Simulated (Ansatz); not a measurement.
A periodic structure is given below.

```yaml
crystal:
  lattice:
    - [4.84573, 0.00000, 0.00000]
    - [0.00000, 4.84573, 0.00000]
    - [0.00000, 0.00000, 4.84573]
  atoms:
    - { symbol: Zr, position: [0.25000, 0.25000, 0.75000] }
    - { symbol: Zr, position: [0.75000, 0.25000, 0.25000] }
    - { symbol: Zr, position: [0.25000, 0.75000, 0.25000] }
    - { symbol: Zr, position: [0.75000, 0.75000, 0.75000] }
    - { symbol: O, position: [0.00000, 0.00000, 0.00000] }
    - { symbol: O, position: [0.50000, 0.50000, 0.50000] }
```

**Describe what this structure looks like.**

The stoichiometry is Zr$_{2}$O. The space group is Pn-3m (No. 224); the lattice is primitive cubic. Among the common structure types it is cuprite (Cu₂O) type. Atoms per cell: 6 (4 Zr, 2 O). Zr bonds to two O in a linear arrangement at 2.10 Å. About every O there are four Zr in a tetrahedral arrangement at 2.10 Å. Not all metal-metal contacts are counted. The bonds build a three-dimensional framework.

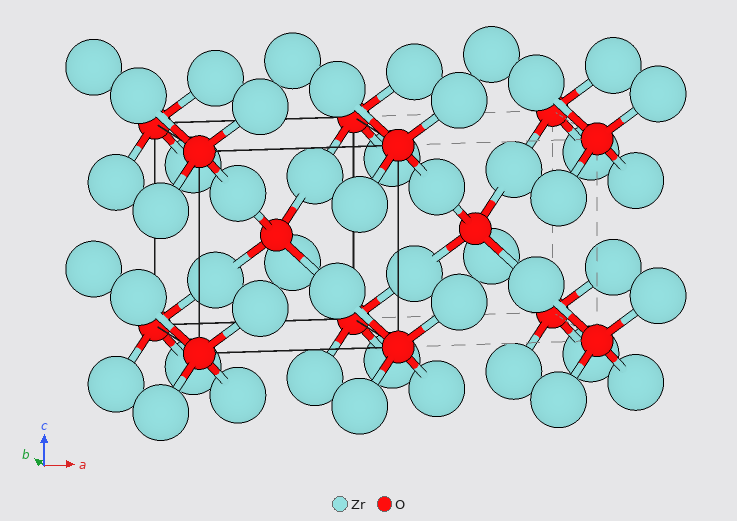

This ball-and-stick model is shown slightly off an axis. Shown are 2×1×1 repeats of the conventional unit cell, one of them outlined in solid lines. Bonded atoms from the next cells complete the picture. Colours: zirconium light teal, oxygen red.

The model was built from a structure listed in the Materials Project. Earlier steps of the study may have refined or changed the cell and positions. It was run through Ansatz as a DFT input.
